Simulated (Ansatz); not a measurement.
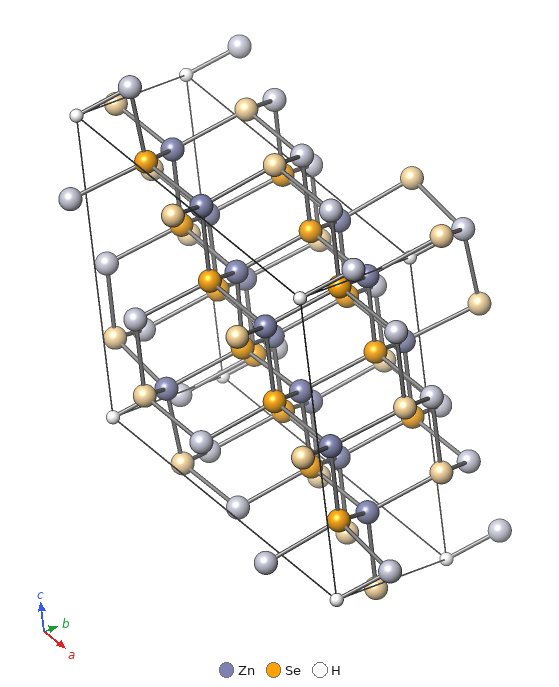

The image is a ball-and-stick drawing of a crystal, viewed slightly off an axis. The frame is the simulation cell; atoms at its boundary are shown with their periodic copies. Bonded atoms from the next cells complete the picture, in fainter colours. Cell: a = 9.928 Å, b = 9.928 Å, c = 9.928 Å, α = 109.47°, β = 109.47°, γ = 109.47°.

Summary of the structure:

- The stoichiometry is Zn16HSe16.
- Symmetry: P1 (translations only).
- In the cell are 16 Zn, 1 H, 16 Se, which makes 1 formula unit.
- Se bonds to four Zn in a tetrahedral arrangement at about 2.5 Å. H is linked to one Zn at about 1.8 Å.
- The bonds build a three-dimensional framework.

Starting structure: a structure listed in the Materials Project, repeated into a supercell with a point defect put in. The atoms were relaxed in a fixed cell with DFT PBE, scalar-relativistic, plane waves, PAW (Ansatz 0.2.0).
